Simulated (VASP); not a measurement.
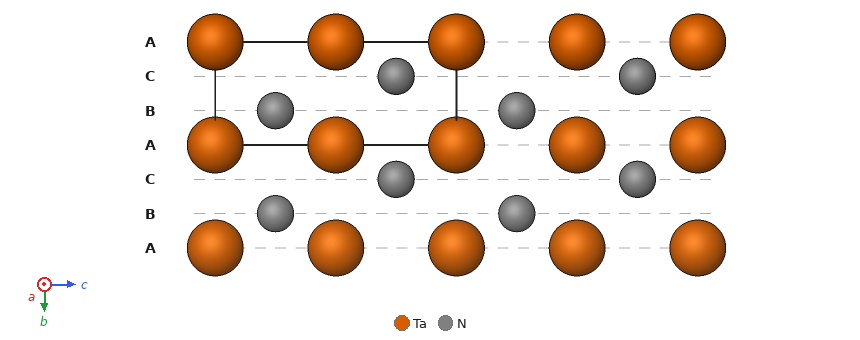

The picture looks along a close-packed row of the hexagonal mesh; c points to the right. The dashed lines mark the three columns A (0, 0), B (1/3, 2/3) and C (2/3, 1/3). The sequence starts with the first layer at or above the cell's origin.

TaN (space group P6_3/mmc, No. 194): the geometry relaxed with VASP 6.6.1, VASP Kohn-Sham DFT of a periodic cell, optB86b-vdW, VASP PAW PBE potentials, recommended.

> Give the sequence of layers in one repeat, with element and column.

Ta(A) – N(B) – Ta(A) – N(C) (four layers in 5.90 Å).

> How are the N layers alone stacked?

N layers alone: BC, the hexagonal close-packed type.

> Which positions between or in the N layers do the other atoms fill?

Ta: two octahedral sites in each hexagonal cell.

Heights of the layers:

```
layer  atoms (column)  height (Å)  to next (Å)
    1           Ta(A)        0.00         1.47
    2            N(B)        1.47         1.47
    3           Ta(A)        2.95         1.47
    4            N(C)        4.42         1.47
```
